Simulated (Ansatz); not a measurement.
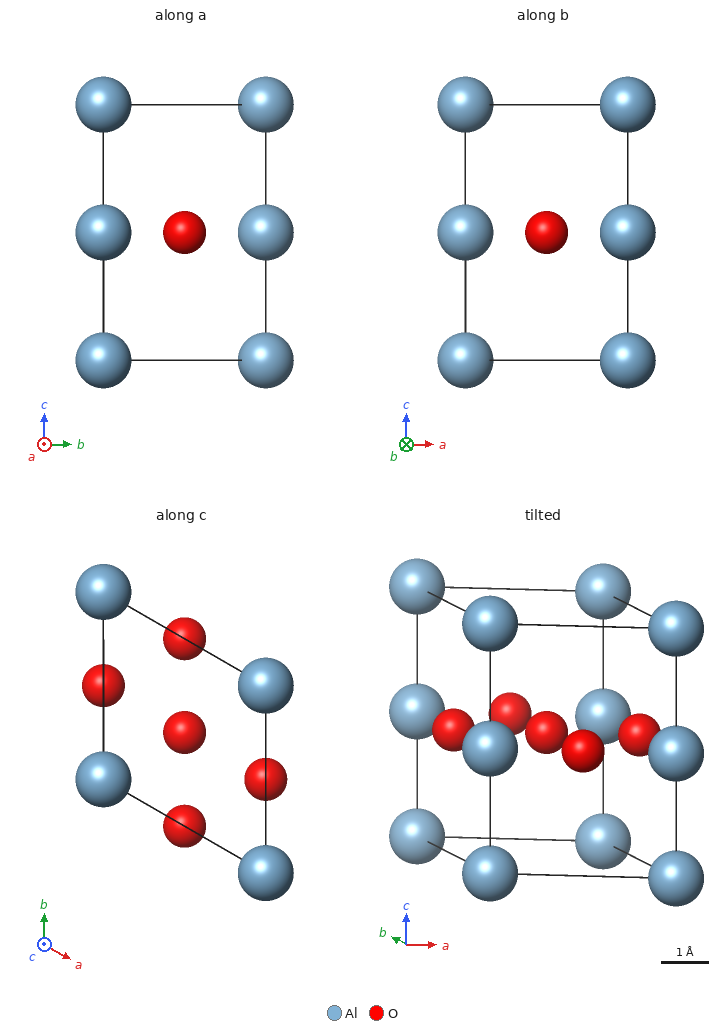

Drawn in the spheres-only manner and seen along the a axis, along the b axis, along the c axis and slightly off an axis. Thin lines show the conventional unit cell, with boundary atoms drawn in all their periodic places.

Lattice parameters: a = 4.0621 Å, b = 4.0621 Å, c = 5.5423 Å, α = 90.000°, β = 90.000°, γ = 120.000°.

> Convert the drawing into a CIF with its space group and independent sites.

```cif
data_structure
_symmetry_space_group_name_H-M 'P 6/m m m'
_symmetry_Int_Tables_number 191
_cell_length_a 4.0621
_cell_length_b 4.0621
_cell_length_c 5.5423
_cell_angle_alpha 90.000
_cell_angle_beta 90.000
_cell_angle_gamma 120.000
_cell_volume 79.20
loop_
_atom_site_label
_atom_site_type_symbol
_atom_site_symmetry_multiplicity
_atom_site_Wyckoff_symbol
_atom_site_fract_x
_atom_site_fract_y
_atom_site_fract_z
_atom_site_occupancy
Al1 Al 1 b 0.0000 0.0000 0.5000 1
Al2 Al 1 a 0.0000 0.0000 0.0000 1
O1 O 3 g 0.5000 0.0000 0.5000 1
```

The structure was taken from a random cell made by a generator, so it need not be a real form of the compound. Atoms and cell were optimised with DFT PBE, scalar-relativistic, plane waves, PAW (Ansatz).
